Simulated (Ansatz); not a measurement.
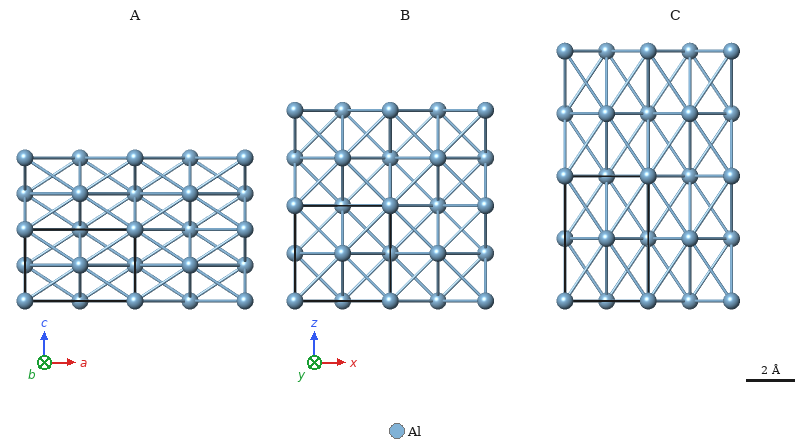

Energy scan for solid Al (Fm-3m), in which the ratio of the cell's length along z to its lengths across, counted as 1 for the reference, is changed at fixed volume (a tetragonal or Bain path), with the atoms kept at their fractional coordinates. x, y and z are the Cartesian axes of the input. Style: ball-and-stick. Shown: the conventional cell (4 times the calculation's cell), repeated 2 × 2 × 2 with one cell outlined, along the b axis. Lengths and directions refer to the drawn axes.

Computed with DFT PBE+D3(BJ), scalar-relativistic, plane waves, PAW (Ansatz 0.2.0). Set-up: plane-wave cutoff 420 eV; k-point mesh 28 × 28 × 28; occupations gaussian; smearing width 0.15 eV; no spin polarisation. Energies (free energies at the smearing named) are counted from the relaxed crystal.

Question: Order these geometries by energy, lowest first.

Answer: Lowest first: B (the relative ratio 1.00, 0 meV/atom), A (the relative ratio 0.65, 98 meV/atom), C (the relative ratio 1.50, 490 meV/atom). Over the whole scan: of the computed points the lowest is at the relative ratio 1.00, 0 meV/atom. At the ends of the scan the energy is 98 meV/atom (0.65) and 490 meV/atom (1.50). The distortion takes the space group from Fm-3m to I4/mmm, except for Im-3m at 0.707. At the relative ratio 1.50 the cell of the drawing goes a 3.983 → 3.479 Å, b 3.983 → 3.479 Å, c 3.983 → 5.219 Å.
